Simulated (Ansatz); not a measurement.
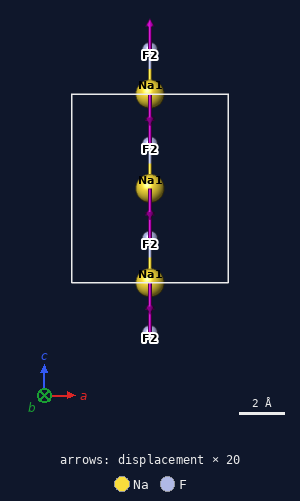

This is a relaxation of a wire of composition NaF. The starting structure is drawn; purple arrows show the displacements (the part carried along by the change of the cell is left out), 20 times their true length.

A ball-and-stick model of the 2 repeat of the cell, with the vacuum cut short, seen along the b axis.

Case: dimerised chain of atoms.

Computed with DFT PBE, scalar-relativistic, plane waves, PAW (Ansatz 0.2.0). Set-up: plane-wave cutoff 420 eV; k-point mesh 1 × 1 × 15; occupations gaussian; smearing width 0.05 eV; collinear spin; cell relaxed at fixed a, b, alpha, beta, gamma; force threshold 0.01 eV/Å; at most 45 steps.

Question: What happened in the run?

Answer: The largest moves relative to the layer's centre, 0.072 Å, are those of Na1 and F2. Largest moves by element: F 0.072 Å, Na 0.072 Å. Along the periodic axis the drawn cell goes c 8.459 → 8.253 Å (−2.4 %). Among the contacts that change: Na1–F2 2.263 → 2.064 Å, Na1–F2 (another image) 1.967 → 2.063 Å. Over 3 accepted moves (4 points after the start) the energy falls by 0.102 eV per cell of the calculation. Largest force component: 1.2 eV/Å at the start, 0.0024 eV/Å at the end. The SCF was repeated once at an unchanged geometry on a basis and grid sized afresh for the cell, which shifted the energy by 1.4 meV per cell of the calculation at most. The program noted that the starting moments weren't kept. The run took 15 s on 2 threads of Intel(R) Xeon(R) 6975P-C (Granite Rapids), with other jobs on the host, peak memory 0.56 GiB.
